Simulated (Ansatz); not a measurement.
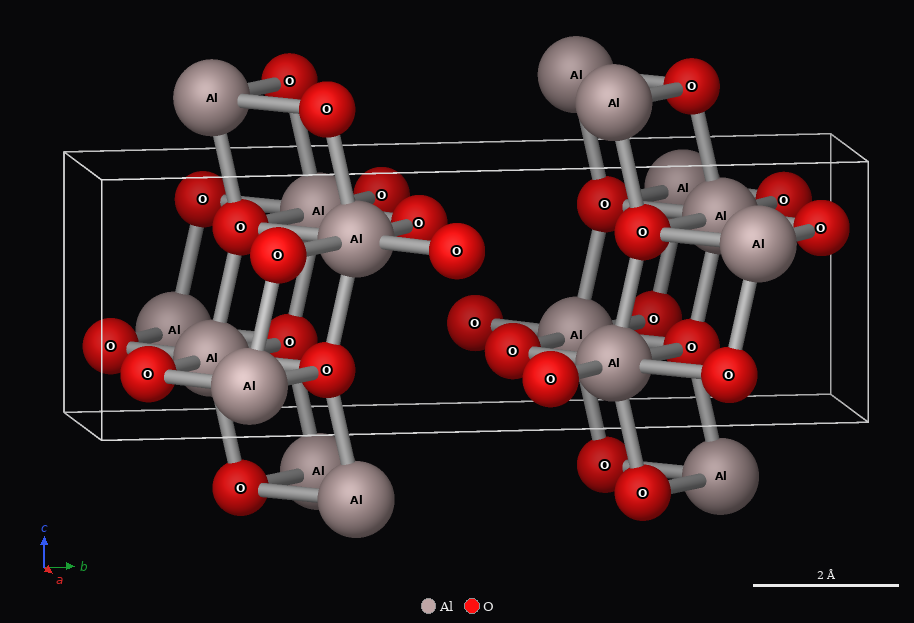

AlO2, space group Cmcm (No. 63), a = 2.976 Å, b = 10.806 Å, c = 3.647 Å, α = 90.00°, β = 90.00°, γ = 90.00°. Ball-and-stick drawing of the structure, looking slightly off an axis. The lines enclose the conventional unit cell; boundary atoms appear with their images. Bonds that leave the box are completed with the atoms at their other ends. This one geometry was run with six functionals. The cell is a structure listed in the Materials Project. It needn't be the stable form of this composition.

Alike in all runs: Ansatz 0.2.0; potentials Ansatz PAW; cutoff 420 eV; k mesh 9 × 9 × 7 on the run's cell of 6 atoms; occupations fermi-dirac, width 0.05 eV; no spin polarisation; no spin-orbit coupling. All runs are metallic.

| level | pressure (GPa) |
| --- | --- |
| BLYP | 2.0 |
| RPBE | ? |
| PBE | -1.2 |
| PBEsol | -5.9 |
| revPBE | 2.3 |
| LDA | -11.7 |

Fill in the row of RPBE.

Answer. Pressure 3.4 GPa. That is the highest pressure of all.

Order the levels by the equilibrium volume that these pressures point to, smallest first.

Answer. LDA (-11.7 GPa), PBEsol (-5.9 GPa), PBE (-1.2 GPa), BLYP (2.0 GPa), revPBE (2.3 GPa), RPBE (3.4 GPa). A higher pressure at one volume points to a larger equilibrium volume, as long as the bulk moduli are alike; rows a few tenths of a GPa apart can't be told apart.

Notes on single rows: BLYP: the pressure holds a Pulay correction of +1.1 GPa for the finite cutoff; RPBE: the pressure holds a Pulay correction of +0.7 GPa for the finite cutoff; PBE and PBEsol: the pressure holds a Pulay correction of +0.9 GPa for the finite cutoff; revPBE: the pressure holds a Pulay correction of +0.8 GPa for the finite cutoff; LDA: the pressure holds a Pulay correction of +1.2 GPa for the finite cutoff.

Caveat: semilocal functionals underestimate gaps, so a compound with a small gap can come out metallic.
